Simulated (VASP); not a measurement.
Geometry relaxation of TaN (part 2 of 2)

TaN (P6₃/mmc, 4 atoms in the cell); Kohn-Sham DFT of a periodic cell, PBE, VASP PAW PBE potentials, hard, no spin polarisation (VASP 6.6.1); cutoff 980 eV, 10×10×5 k-mesh, fermi-dirac of 0.05 eV. The structure derives from a Materials Project entry.

Geometry of the input (Å; fractional positions):
```
2.9218  0.0000  0.0000
-1.4609  2.5303  0.0000
0.0000  0.0000  5.9165
Ta 0.0000  0.0000  0.5000
Ta 0.0000  0.0000  0.0000
N  0.3333  0.6667  0.2500
N  0.6667  0.3333  0.7500
```

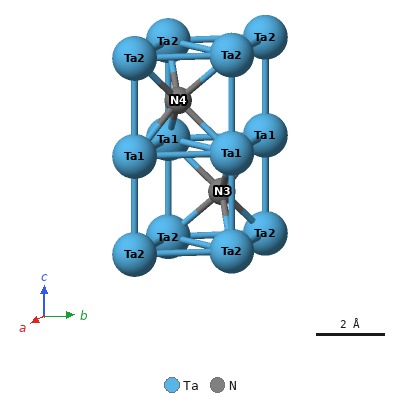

Fig. 1: The geometry at step 1 of the log (ball-and-stick view of the cell of the calculation, seen slightly off an axis; atoms are numbered from 1 in the order of the input).

## Parts of OUTCAR, continued
```
 Free energy of the ion-electron system (eV)
  ---------------------------------------------------
  ext. energy  EPLUGINS =         0.00000000
  ---------------------------------------------------
  free energy    TOTEN  =       -44.04704463 eV

  energy without entropy =      -44.03694559  energy(sigma->0) =      -44.04199511

------------------------ aborting loop because EDIFF is reached ----------------------------------------

  FORCE on cell =-STRESS in cart. coord.  units (eV):
  Direction    XX          YY          ZZ          XY          YZ          ZX
  --------------------------------------------------------------------------------------
  -------------------------------------------------------------------------------------
  Total       -0.1054885     -0.1054885     -0.0482884      0.0000000     -0.0000000      0.0000000
  in kB       -3.8639103     -3.8639103     -1.7687432      0.0000000     -0.0000000      0.0000000
  external PRESSURE =      -3.1655213 kB  Pullay stress =       0.0000000 kB

 VOLUME and BASIS-vectors are now :
 -----------------------------------------------------------------------------
  energy-cutoff  :      980.00
  volume of cell :       43.74
      direct lattice vectors                 reciprocal lattice vectors
     2.921769981  0.000000000  0.000000000     0.342258291  0.197602916  0.000000000
    -1.460884991  2.530327027  0.000000000     0.000000000  0.395205833  0.000000000
     0.000000000  0.000000000  5.916515000     0.000000000  0.000000000  0.169018417

 POSITION                                       TOTAL-FORCE (eV/Angst)
 -----------------------------------------------------------------------------------
      0.00000      0.00000      2.95826        -0.000000     -0.000000      0.000000
      0.00000      0.00000      0.00000        -0.000000     -0.000000      0.000000
     -0.00000      1.68688      1.47913         0.000000      0.000000      0.000000
      1.46088      0.84344      4.43739        -0.000000     -0.000000     -0.000000
 -----------------------------------------------------------------------------------
    total drift:                               -0.000000      0.000000     -0.000000

  FREE ENERGIE OF THE ION-ELECTRON SYSTEM (eV)
  ---------------------------------------------------
  free  energy   TOTEN  =       -44.0470446272 eV

  energy  without entropy=      -44.0369455913  energy(sigma->0) =      -44.04199511

--------------------------------------- Ionic step        2  -------------------------------------------

 number of electron      31.9999999 magnetization

------------------------ aborting loop because EDIFF is reached ----------------------------------------

  FORCE on cell =-STRESS in cart. coord.  units (eV):
  Direction    XX          YY          ZZ          XY          YZ          ZX
  --------------------------------------------------------------------------------------
  -------------------------------------------------------------------------------------
  Total        0.1959512      0.1959512      0.1919998     -0.0000000     -0.0000000      0.0000000
  in kB        7.1999353      7.1999353      7.0547488     -0.0000000     -0.0000000      0.0000000
  external PRESSURE =       7.1515398 kB  Pullay stress =       0.0000000 kB

 VOLUME and BASIS-vectors are now :
 -----------------------------------------------------------------------------
  energy-cutoff  :      980.00
  volume of cell :       43.60
      direct lattice vectors                 reciprocal lattice vectors
     2.918052726  0.000000000  0.000000000     0.342694288  0.197854639  0.000000000
    -1.459026363  2.527107790 -0.000000000    -0.000000000  0.395709278  0.000000000
     0.000000000 -0.000000000  5.913069280    -0.000000000 -0.000000000  0.169116909

 POSITION                                       TOTAL-FORCE (eV/Angst)
 -----------------------------------------------------------------------------------
      1.45903      2.52711      2.95653        -0.000000      0.000000      0.000000
      1.45903      2.52711      0.00000        -0.000000      0.000000      0.000000
     -0.00000      1.68474      1.47827         0.000000     -0.000000      0.000000
      1.45903      0.84237      4.43480        -0.000000      0.000000     -0.000000
 -----------------------------------------------------------------------------------
    total drift:                               -0.000000      0.000000     -0.000000

  FREE ENERGIE OF THE ION-ELECTRON SYSTEM (eV)
  ---------------------------------------------------
  free  energy   TOTEN  =       -44.0468836441 eV

  energy  without entropy=      -44.0368087324  energy(sigma->0) =      -44.04184619

--------------------------------------- Ionic step        3  -------------------------------------------

 number of electron      31.9999999 magnetization

 Free energy of the ion-electron system (eV)
  ---------------------------------------------------
  ext. energy  EPLUGINS =         0.00000000
  ---------------------------------------------------
  free energy    TOTEN  =       -44.04709018 eV

  energy without entropy =      -44.03699962  energy(sigma->0) =      -44.04204490

 E-fermi :   8.4400     XC(G=0): -13.2878     alpha+bet :-15.2105

 val. band max:        8.4059769128   @ k =   0.1000   0.1000   0.4000
 cond. band min:       8.4498317805   @ k =   0.1000   0.0000   0.2000
 fundamental gap:      0.0438548678
 Fermi energy:         8.4400051822

 k-point     1 :       0.0000    0.0000    0.0000
  band No.  band energies     occupation
      1     -27.1737      2.00000
      2     -26.4293      2.00000
      3     -26.1758      2.00000
      4     -26.1758      2.00000
      5     -26.1151      2.00000
      6     -26.1151      2.00000
      7      -9.1022      2.00000
      8      -6.7322      2.00000
      9      -0.8034      2.00000
     10       3.6312      2.00000
     11       3.6312      2.00000
     12       4.1528      2.00000
     13       4.9440      2.00000
     14       6.4497      2.00000
     15       6.4497      2.00000
     16       8.2125      1.97909
     17       8.2125      1.97909
     18       8.9959      0.00003
     19       8.9959      0.00003
     20      10.7753      0.00000

 k-point     2 :       0.1000    0.0000    0.0000
  band No.  band energies     occupation
      1     -27.1491      2.00000
      2     -26.4147      2.00000
      3     -26.2862      2.00000
      4     -26.2164      2.00000
      5     -26.1995      2.00000
      6     -26.1373      2.00000
      7      -8.8863      2.00000
      8      -6.8017      2.00000
      9      -0.4531      2.00000
     10       3.4861      2.00000
     11       3.6950      2.00000
     12       4.3644      2.00000
     13       4.3752      2.00000
     14       5.4729      2.00000
     15       6.0713      2.00000
     16       8.3878      1.47929
     17       8.5690      0.14076
     18       8.9728      0.00005
     19       9.5145      0.00000
     20      10.8706      0.00000

 k-point     3 :       0.2000    0.0000    0.0000
  band No.  band energies     occupation
      1     -27.0841      2.00000
      2     -26.5656      2.00000
      3     -26.4750      2.00000
      4     -26.3762      2.00000
      5     -26.2610      2.00000
      6     -26.1951      2.00000
      7      -8.3153      2.00000
      8      -6.9641      2.00000
      9       0.4390      2.00000
     10       3.1408      2.00000
     11       3.3717      2.00000
     12       3.4455      2.00000
     13       3.7216      2.00000
     14       5.1559      2.00000
     15       5.5852      2.00000
     16       8.1701      1.99100
     17       8.9929      0.00003
     18       9.5955      0.00000
     19      10.5304      0.00000
     20      11.1986      0.00000

 k-point     4 :       0.3000    0.0000    0.0000
  band No.  band energies     occupation
      1     -27.0043      2.00000
      2     -26.8927      2.00000
      3     -26.7813      2.00000
      4     -26.3359      2.00000
      5     -26.3284      2.00000
      6     -26.2655      2.00000
      7      -7.7120      2.00000
      8      -6.9786      2.00000
      9       1.1625      2.00000
     10       1.5612      2.00000
     11       2.9733      2.00000
     12       3.0125      2.00000
     13       3.4803      2.00000
     14       5.3991      2.00000
     15       5.4989      2.00000
     16       7.4602      2.00000
     17       9.7923      0.00000
     18      11.0769      0.00000
     19      11.6674      0.00000
     20      11.7553      0.00000

 k-point     5 :       0.4000    0.0000    0.0000
  band No.  band energies     occupation
      1     -27.1508      2.00000
      2     -27.0197      2.00000
      3     -26.9333      2.00000
      4     -26.3958      2.00000
      5     -26.3219      2.00000
      6     -26.2894      2.00000
      7      -7.6490      2.00000
      8      -6.4315      2.00000
      9       0.1468      2.00000
     10       1.0027      2.00000
     11       2.9672      2.00000
     12       3.1811      2.00000
     13       3.7796      2.00000
     14       5.0302      2.00000
     15       5.5906      2.00000
     16       6.7101      2.00000
     17      11.3489      0.00000
     18      11.5944      0.00000
     19      12.5836      0.00000
     20      12.7447      0.00000

 [... the levels of 18 k-points are left out ...]

 k-point    24 :       0.4000    0.1000    0.2000
  band No.  band energies     occupation
      1     -27.1782      2.00000
      2     -27.0711      2.00000
      3     -26.8505      2.00000
      4     -26.4723      2.00000
      5     -26.4075      2.00000
      6     -26.3379      2.00000
      7      -7.4553      2.00000
      8      -6.4025      2.00000
      9       0.0972      2.00000
     10       1.3274      2.00000
     11       2.2198      2.00000
     12       3.4558      2.00000
     13       3.7825      2.00000
     14       4.1385      2.00000
     15       6.2699      2.00000
     16       6.7735      2.00000
     17      11.1012      0.00000
     18      11.7557      0.00000
     19      12.3322      0.00000
     20      13.1766      0.00000

 [... further k-points ...]

------------------------ aborting loop because EDIFF is reached ----------------------------------------

  FORCE on cell =-STRESS in cart. coord.  units (eV):
  Direction    XX          YY          ZZ          XY          YZ          ZX
  --------------------------------------------------------------------------------------
  -------------------------------------------------------------------------------------
  Total       -0.0072966     -0.0072966     -0.0078535      0.0000000      0.0000000      0.0000000
  in kB       -0.2675322     -0.2675322     -0.2879523      0.0000000      0.0000000      0.0000000
  external PRESSURE =      -0.2743389 kB  Pullay stress =       0.0000000 kB

 VOLUME and BASIS-vectors are now :
 -----------------------------------------------------------------------------
  energy-cutoff  :      980.00
  volume of cell :       43.70
      direct lattice vectors                 reciprocal lattice vectors
     2.920576260  0.000000000  0.000000000     0.342398181  0.197683682  0.000000000
    -1.460288130  2.529293235 -0.000000000    -0.000000000  0.395367364  0.000000000
     0.000000000 -0.000000000  5.915408477    -0.000000000 -0.000000000  0.169050033

 POSITION                                       TOTAL-FORCE (eV/Angst)
 -----------------------------------------------------------------------------------
      0.00000     -0.00000      2.95770        -0.000000     -0.000000      0.000000
      0.00000     -0.00000      0.00000        -0.000000      0.000000      0.000000
     -0.00000      1.68620      1.47885        -0.000000     -0.000000     -0.000000
      1.46029      0.84310      4.43656         0.000000      0.000000      0.000000
 -----------------------------------------------------------------------------------
    total drift:                               -0.000000      0.000000     -0.000000

  FREE ENERGIE OF THE ION-ELECTRON SYSTEM (eV)
  ---------------------------------------------------
  free  energy   TOTEN  =       -44.0470901751 eV

  energy  without entropy=      -44.0369996232  energy(sigma->0) =      -44.04204490

 reached required accuracy - stopping structural energy minimisation
```

## CONTCAR
```
TaN
   1.00000000000000
     2.9205762597794229    0.0000000000000236    0.0000000000000000
    -1.4602881299396706    2.5292932346845025   -0.0000000000000000
     0.0000000000000000   -0.0000000000000000    5.9154084767129342
  Ta              N
     2     2
Direct
     0.0000000000000000    0.0000000000000000    0.5000000000000000
     0.0000000000000000    0.0000000000000000    0.0000000000000000
     0.3333333332999970    0.6666666667000030    0.2500000000000000
     0.6666666667000030    0.3333333332999970    0.7500000000000000

  0.00000000E+00  0.00000000E+00  0.00000000E+00
  0.00000000E+00  0.00000000E+00  0.00000000E+00
  0.00000000E+00  0.00000000E+00  0.00000000E+00
  0.00000000E+00  0.00000000E+00  0.00000000E+00
```

## Trajectory as extended XYZ (Å, eV, eV/Å), 3 frames, from step=0 to step=2
```
4
Lattice="2.9218 0.0000 0.0000 -1.4609 2.5303 0.0000 0.0000 0.0000 5.9165" Properties=species:S:1:pos:R:3:forces:R:3 step=0 energy=-44.04704
Ta    0.0000    0.0000    2.9583    0.0000   0.0000   0.0000
Ta    0.0000    0.0000    0.0000    0.0000   0.0000   0.0000
N     0.0000    1.6869    1.4791    0.0000   0.0000   0.0000
N     1.4609    0.8434    4.4374    0.0000   0.0000   0.0000
4
Lattice="2.9181 0.0000 0.0000 -1.4590 2.5271 -0.0000 0.0000 -0.0000 5.9131" Properties=species:S:1:pos:R:3:forces:R:3 step=1 energy=-44.04688
Ta    1.4590    2.5271    2.9565    0.0000   0.0000   0.0000
Ta    1.4590    2.5271    0.0000    0.0000   0.0000   0.0000
N     0.0000    1.6847    1.4783    0.0000   0.0000   0.0000
N     1.4590    0.8424    4.4348    0.0000   0.0000   0.0000
4
Lattice="2.9206 0.0000 0.0000 -1.4603 2.5293 -0.0000 0.0000 -0.0000 5.9154" Properties=species:S:1:pos:R:3:forces:R:3 step=2 energy=-44.04709
Ta    0.0000    0.0000    2.9577    0.0000   0.0000   0.0000
Ta    0.0000    0.0000    0.0000    0.0000   0.0000   0.0000
N     0.0000    1.6862    1.4789    0.0000   0.0000   0.0000
N     1.4603    0.8431    4.4366    0.0000   0.0000   0.0000
```
